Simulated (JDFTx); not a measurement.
# Single-point calculation at one volume of an equation of state of NaI

NaI (Fm-3m, 2 atoms in the cell), computed with Kohn-Sham DFT of a periodic cell, PBE, PseudoDojo-SR-PBE-0.5-standard, no spin polarisation (JDFTx 1.7.0 (patched build)).

The structure derives from an entry of the Crystallography Open Database. It belongs to a series of runs on one base structure; here: volume scaled by 1.06.

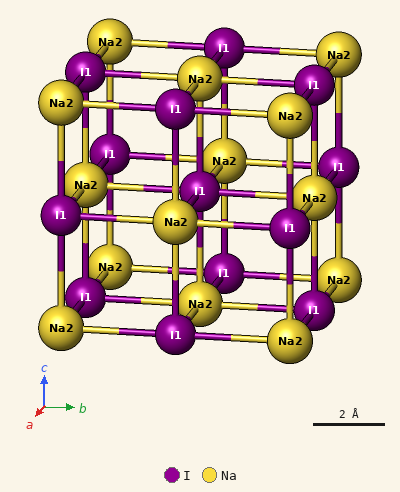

The structure (ball-and-stick view of the cell 4 times as large as that of the calculation, set on its symmetry axes, seen slightly off an axis; atoms are numbered from 1 in the order of the input). Near neighbours in the crystal (not all of them lie inside the picture): I has 6 Na at 3.30 Å; Na has 6 I at 3.30 Å.

## Input file
```
lattice \
    0.0000000000     6.2358598793     6.2358598793 \
    6.2358598793     0.0000000000     6.2358598793 \
    6.2358598793     6.2358598793     0.0000000000
coords-type Lattice
ion I      0.5000000000     0.5000000000     0.5000000000 1
ion Na     0.0000000000     0.0000000000     0.0000000000 1

ion-species pseudo/I.upf
ion-species pseudo/Na.upf
elec-cutoff 44 352
elec-ex-corr gga-PBE
kpoint-folding 7 7 7
elec-smearing Fermi 0.0018374661
elec-n-bands 14
electronic-SCF nIterations 100 energyDiffThreshold 1e-09
electronic-minimize nIterations 30 energyDiffThreshold 1e-7
forces-output-coords Cartesian

dump-name run.$VAR
dump End Ecomponents EigStats BandEigs Kpoints Forces Stress ElecDensity Dtot KEdensity
```

Command:
```bash
jdftx -c 1 -i NaI.in -o NaI.out
```

## The program's output
```
*************** JDFTx 1.7.0 (patched build) ***************

Input parsed successfully to the following command list (including defaults):

basis kpoint-dependent
coords-type Lattice
core-overlap-check vector
coulomb-interaction Periodic
davidson-band-ratio 1.1
dump End Forces ElecDensity KEdensity Dtot BandEigs EigStats Ecomponents Stress Kpoints
dump-name run.$VAR
elec-cutoff 44 352
elec-eigen-algo Davidson
elec-ex-corr gga-PBE
elec-n-bands 14 1
elec-smearing Fermi 0.00183747
electronic-minimize  \
	dirUpdateScheme      FletcherReeves \
	linminMethod         DirUpdateRecommended \
	nIterations          30 \
	history              15 \
	knormThreshold       0 \
	maxThreshold         no \
	energyDiffThreshold  1e-07 \
	nEnergyDiff          2 \
	convergeAll          no \
	alphaTstart          1 \
	alphaTmin            1e-10 \
	updateTestStepSize   yes \
	alphaTreduceFactor   0.1 \
	alphaTincreaseFactor 3 \
	nAlphaAdjustMax      3 \
	wolfeEnergy          0.0001 \
	wolfeGradient        0.9 \
	abortOnFailedStep    no \
	fdTest               no
electronic-scf  \
	nIterations	100 \
	energyDiffThreshold	1e-09 \
	residualThreshold	1e-07 \
	mixFraction	0.5 \
	qMetric	0.8 \
	history	10 \
	nEigSteps	2 \
	eigDiffThreshold	1e-08 \
	mixedVariable	Density \
	qKerker	0.8 \
	qKappa	-1 \
	verbose	no \
	mixFractionMag	1.5
exchange-regularization WignerSeitzTruncated
fluid None
fluid-ex-corr lda-TF lda-PZ
fluid-gummel-loop 10 1.000000e-05
fluid-minimize  \
	dirUpdateScheme      PolakRibiere \
	linminMethod         DirUpdateRecommended \
	nIterations          100 \
	history              15 \
	knormThreshold       0 \
	maxThreshold         no \
	energyDiffThreshold  0 \
	nEnergyDiff          2 \
	convergeAll          no \
	alphaTstart          1 \
	alphaTmin            1e-10 \
	updateTestStepSize   yes \
	alphaTreduceFactor   0.1 \
	alphaTincreaseFactor 3 \
	nAlphaAdjustMax      3 \
	wolfeEnergy          0.0001 \
	wolfeGradient        0.9 \
	abortOnFailedStep    no \
	fdTest               no
fluid-solvent H2O 55.338 ScalarEOS \
	epsBulk 78.4 \
	pMol 0.92466 \
	epsInf 1.77 \
	Pvap 1.06736e-10 \
	sigmaBulk 4.62e-05 \
	Rvdw 2.61727 \
	Res 1.42 \
	tauNuc 343133 \
	poleEl 15 7 1
forces-output-coords Cartesian
ion I   0.500000000000000   0.500000000000000   0.500000000000000 1
ion Na   0.000000000000000   0.000000000000000   0.000000000000000 1
ion-species pseudo/I.upf
ion-species pseudo/Na.upf
ion-width 0
ionic-minimize  \
	dirUpdateScheme      L-BFGS \
	linminMethod         DirUpdateRecommended \
	nIterations          0 \
	history              15 \
	knormThreshold       0.0001 \
	maxThreshold         no \
	energyDiffThreshold  1e-06 \
	nEnergyDiff          2 \
	convergeAll          no \
	alphaTstart          1 \
	alphaTmin            1e-10 \
	updateTestStepSize   yes \
	alphaTreduceFactor   0.1 \
	alphaTincreaseFactor 3 \
	nAlphaAdjustMax      3 \
	wolfeEnergy          0.0001 \
	wolfeGradient        0.9 \
	abortOnFailedStep    no \
	fdTest               no
kpoint   0.000000000000   0.000000000000   0.000000000000  1.00000000000000
kpoint-folding 7 7 7
latt-move-scale 1 1 1
latt-scale 1 1 1
lattice  \
	   0.000000000000000    6.235859879300000    6.235859879300000  \
	   6.235859879300000    0.000000000000000    6.235859879300000  \
	   6.235859879300000    6.235859879300000    0.000000000000000
lattice-minimize  \
	dirUpdateScheme      L-BFGS \
	linminMethod         DirUpdateRecommended \
	nIterations          0 \
	history              15 \
	knormThreshold       0 \
	maxThreshold         no \
	energyDiffThreshold  1e-06 \
	nEnergyDiff          2 \
	convergeAll          no \
	alphaTstart          1 \
	alphaTmin            1e-10 \
	updateTestStepSize   yes \
	alphaTreduceFactor   0.1 \
	alphaTincreaseFactor 3 \
	nAlphaAdjustMax      3 \
	wolfeEnergy          0.0001 \
	wolfeGradient        0.9 \
	abortOnFailedStep    no \
	fdTest               no
lcao-params -1 1e-06 0.00183747
pcm-variant GLSSA13
perturb-minimize  \
	nIterations            0 \
	algorithm              MINRES \
	residualTol            0.0001 \
	residualDiffThreshold  0.0001 \
	CGBypass               no \
	recomputeResidual      no
spintype no-spin
subspace-rotation-factor 1 yes
symmetries automatic
symmetry-threshold 0.0001

---------- Setting up symmetries ----------

Found 48 point-group symmetries of the bravais lattice
Found 48 space-group symmetries with basis
Applied RMS atom displacement 0 bohrs to make symmetries exact.

---------- Initializing the Grid ----------
R =
[            0      6.23586      6.23586  ]
[      6.23586            0      6.23586  ]
[      6.23586      6.23586            0  ]
unit cell volume = 484.975
G =
[  -0.503795   0.503795   0.503795  ]
[   0.503795  -0.503795   0.503795  ]
[   0.503795   0.503795  -0.503795  ]
Minimum fftbox size, Smin = [  76  76  76  ]
Chosen fftbox size, S = [  80  80  80  ]

---------- Initializing tighter grid for wavefunction operations ----------
R =
[            0      6.23586      6.23586  ]
[      6.23586            0      6.23586  ]
[      6.23586      6.23586            0  ]
unit cell volume = 484.975
G =
[  -0.503795   0.503795   0.503795  ]
[   0.503795  -0.503795   0.503795  ]
[   0.503795   0.503795  -0.503795  ]
Minimum fftbox size, Smin = [  56  56  56  ]
Chosen fftbox size, S = [  56  56  56  ]

---------- Exchange Correlation functional ----------
Initalized PBE GGA exchange.
Initalized PBE GGA correlation.

---------- Setting up pseudopotentials ----------
Width of ionic core gaussian charges (only for fluid interactions / plotting) set to 0

Reading pseudopotential file 'pseudo/I.upf':
  'I' pseudopotential, 'PBE' functional
  Generated using ONCVPSP code by D. R. Hamann
  7 valence electrons, 2 orbitals, 8 projectors, 1001 radial grid points, with lMax = 3
    5S    l: 0   occupation:  2.0   eigenvalue: -0.639713
    5P    l: 1   occupation:  5.0   eigenvalue: -0.260404
  Core radius for overlap checks: 2.22 bohrs.

Reading pseudopotential file 'pseudo/Na.upf':
  'Na' pseudopotential, 'PBE' functional
  Generated using ONCVPSP code by D. R. Hamann
  9 valence electrons, 3 orbitals, 4 projectors, 1001 radial grid points, with lMax = 1
    2S    l: 0   occupation:  2.0   eigenvalue: -2.085640
    2P    l: 1   occupation:  6.0   eigenvalue: -1.053708
    3S    l: 0   occupation:  1.0   eigenvalue: -0.100838
  Core radius for overlap checks: 1.48 bohrs.

Initialized 2 species with 2 total atoms.

Folded 1 k-points by 7x7x7 to 343 k-points.

---------- Setting up k-points, bands, fillings ----------
Reduced to 20 k-points under symmetry.
Computing the number of bands and number of electrons
Calculating initial fillings.
nElectrons:  16.000000   nBands: 14   nStates: 20

----- Setting up reduced wavefunction bases (one per k-point) -----
average nbasis = 6760.813 , ideal nbasis = 6760.706

---------- Setting up ewald sum ----------
Optimum gaussian width for ewald sums = 2.832220 bohr.
Real space sum over 1331 unit cells with max indices [  5  5  5  ]
Reciprocal space sum over 2197 terms with max indices [  6  6  6  ]

---------- Allocating electronic variables ----------
Initializing wave functions:  linear combination of atomic orbitals
Note: number of bands (14) exceeds available atomic orbitals (9)
I pseudo-atom occupations:   s ( 2 )  p ( 5 )
Na pseudo-atom occupations:   s ( 2 1 )  p ( 6 )
	FillingsUpdate:  mu: +0.145870751  nElectrons: 16.000000
LCAOMinimize: Iter:   0  F: -57.4103656559979925  |grad|_K:  1.602e-03  alpha:  1.000e+00
	FillingsUpdate:  mu: +0.141582628  nElectrons: 16.000000
LCAOMinimize: Iter:   1  F: -57.4143084756923372  |grad|_K:  2.953e-05  alpha:  7.570e-01  linmin:  1.602e-01  cgtest: -9.014e-01
	FillingsUpdate:  mu: +0.141587737  nElectrons: 16.000000
[... 8 lines of inner loops ...]
	FillingsUpdate:  mu: +0.141660746  nElectrons: 16.000000
LCAOMinimize: Iter:   5  F: -57.4143097511440175  |grad|_K:  5.853e-09  alpha:  6.132e-04  linmin: -1.154e-01  cgtest:  1.000e+00
LCAOMinimize: Encountered beta<0, resetting CG.
LCAOMinimize: Converged (|Delta F|<1.000000e-06 for 2 iters).

-------- Electronic minimization -----------
Will mix electronic density at each iteration.
	FillingsUpdate:  mu: +0.141660746  nElectrons: 16.000000
	FillingsUpdate:  mu: +0.130863985  nElectrons: 16.000000
SCF: Cycle:  0   F: -57.427767996153584   dF: -1.346e-02   |Residual|: 4.893e-02   |deigs|: 1.238e-01
	FillingsUpdate:  mu: +0.100000000  nElectrons: 16.000000
SCF: Cycle:  1   F: -57.431307003123024   dF: -3.539e-03   |Residual|: 2.047e-02   |deigs|: 1.062e-02
	FillingsUpdate:  mu: +0.100000000  nElectrons: 16.000000
SCF: Cycle:  2   F: -57.432202096300365   dF: -8.951e-04   |Residual|: 3.731e-03   |deigs|: 5.875e-03
	FillingsUpdate:  mu: +0.100000000  nElectrons: 16.000000
SCF: Cycle:  3   F: -57.432207142065899   dF: -5.046e-06   |Residual|: 7.819e-04   |deigs|: 8.438e-04
	FillingsUpdate:  mu: +0.100000000  nElectrons: 16.000000
SCF: Cycle:  4   F: -57.432208219759367   dF: -1.078e-06   |Residual|: 4.222e-04   |deigs|: 2.888e-04
	FillingsUpdate:  mu: +0.100000000  nElectrons: 16.000000
SCF: Cycle:  5   F: -57.432208606534552   dF: -3.868e-07   |Residual|: 2.012e-04   |deigs|: 3.190e-04
	FillingsUpdate:  mu: +0.100000000  nElectrons: 16.000000
SCF: Cycle:  6   F: -57.432208745384912   dF: -1.389e-07   |Residual|: 1.381e-04   |deigs|: 6.170e-05
	FillingsUpdate:  mu: +0.100000000  nElectrons: 16.000000
SCF: Cycle:  7   F: -57.432208826837531   dF: -8.145e-08   |Residual|: 8.085e-05   |deigs|: 1.100e-04
	FillingsUpdate:  mu: +0.100000000  nElectrons: 16.000000
SCF: Cycle:  8   F: -57.432208856326120   dF: -2.949e-08   |Residual|: 2.052e-05   |deigs|: 5.075e-05
	FillingsUpdate:  mu: +0.100000000  nElectrons: 16.000000
SCF: Cycle:  9   F: -57.432208878170876   dF: -2.184e-08   |Residual|: 2.065e-05   |deigs|: 3.755e-05
	FillingsUpdate:  mu: +0.100000000  nElectrons: 16.000000
SCF: Cycle: 10   F: -57.432208884226036   dF: -6.055e-09   |Residual|: 1.017e-05   |deigs|: 1.804e-05
	FillingsUpdate:  mu: +0.100000000  nElectrons: 16.000000
SCF: Cycle: 11   F: -57.432208889474914   dF: -5.249e-09   |Residual|: 6.295e-06   |deigs|: 3.221e-05
	FillingsUpdate:  mu: +0.100000000  nElectrons: 16.000000
SCF: Cycle: 12   F: -57.432208890865859   dF: -1.391e-09   |Residual|: 6.058e-06   |deigs|: 1.576e-05
	FillingsUpdate:  mu: +0.100000000  nElectrons: 16.000000
SCF: Cycle: 13   F: -57.432208892217560   dF: -1.352e-09   |Residual|: 4.051e-06   |deigs|: 2.641e-05
	FillingsUpdate:  mu: +0.100000000  nElectrons: 16.000000
SCF: Cycle: 14   F: -57.432208892607669   dF: -3.901e-10   |Residual|: 3.328e-06   |deigs|: 1.283e-05
	FillingsUpdate:  mu: +0.100000000  nElectrons: 16.000000
SCF: Cycle: 15   F: -57.432208892937531   dF: -3.299e-10   |Residual|: 2.791e-06   |deigs|: 2.250e-05
SCF: Converged (|Delta E|<1.000000e-09 for 2 iters).

Setting wave functions to eigenvectors of Hamiltonian

# Stress tensor in Cartesian coordinates [Eh/a0^3]:
[  1.54875e-05            0            0  ]
[            0  1.54875e-05            0  ]
[            0            0  1.54875e-05  ]

# Ionic positions in lattice coordinates:
ion I   0.500000000000000   0.500000000000000   0.500000000000000 1
ion Na   0.000000000000000   0.000000000000000   0.000000000000000 1

# Forces in Cartesian coordinates:
force I  -0.000000000000000  -0.000000000000000  -0.000000000000000 1
force Na  -0.000000000000000  -0.000000000000000   0.000000000000000 1

# Energy components:
   Eewald =      -29.4000517699209247
       EH =       21.7582995733546269
     Eloc =      -58.3312713796422457
      Enl =      -12.8905817321673322
      Exc =      -10.8791517190895206
 Exc_core =        1.3139333460231359
       KE =       30.9966147885047398
-------------------------------------
     Etot =      -57.4322088929375241
       TS =        0.0000000000000067
-------------------------------------
        F =      -57.4322088929375312

IonicMinimize: Iter:   0  F: -57.432208892937531  |grad|_K:  4.971e-43
IonicMinimize: Converged (|grad|_K<1.000000e-04).

#--- Lowdin population analysis ---
# oxidation-state I -0.579
# oxidation-state Na +0.618

Dumping 'run.eigStats' ...
	eMin: -1.810114 at state 0 ( [ +0.000000 +0.000000 +0.000000 ] spin 0 )
	HOMO: +0.049924 at state 0 ( [ +0.000000 +0.000000 +0.000000 ] spin 0 )
	mu  : +0.100000
	LUMO: +0.178165 at state 0 ( [ +0.000000 +0.000000 +0.000000 ] spin 0 )
	eMax: +0.504076 at state 15 ( [ +0.000000 +0.428571 -0.428571 ] spin 0 )
	HOMO-LUMO gap: +0.128241
	Optical gap  : +0.128241 at state 0 ( [ +0.000000 +0.000000 +0.000000 ] spin 0 )
Done!
```

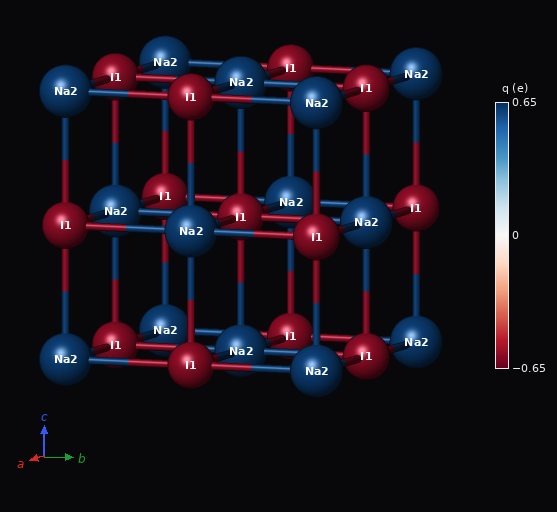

Löwdin charges, as the colour of each atom (ball-and-stick view of the cell 4 times as large as that of the calculation, set on its symmetry axes, seen slightly off an axis; atoms are numbered from 1 in the order of the input). By element: I −0.58 and Na +0.62 e.

## Summary

| quantity | value |
| --- | --- |
| outcome | converged |
| space group (tolerance 0.01 Å) | Fm-3m (225) |
| electrons treated | 16 |
| free energy | −1562.8100 eV |
| gap on the k-point mesh | 3.49 eV |
| pressure | −0.46 GPa |
| largest force (length of the vector) | under 0.001 eV/Å |
| hardware | 1 thread of Arm Neoverse V2, 24 GiB of memory available, shared host |
| wall time | 2 min |
| peak memory | 0.24 GiB |
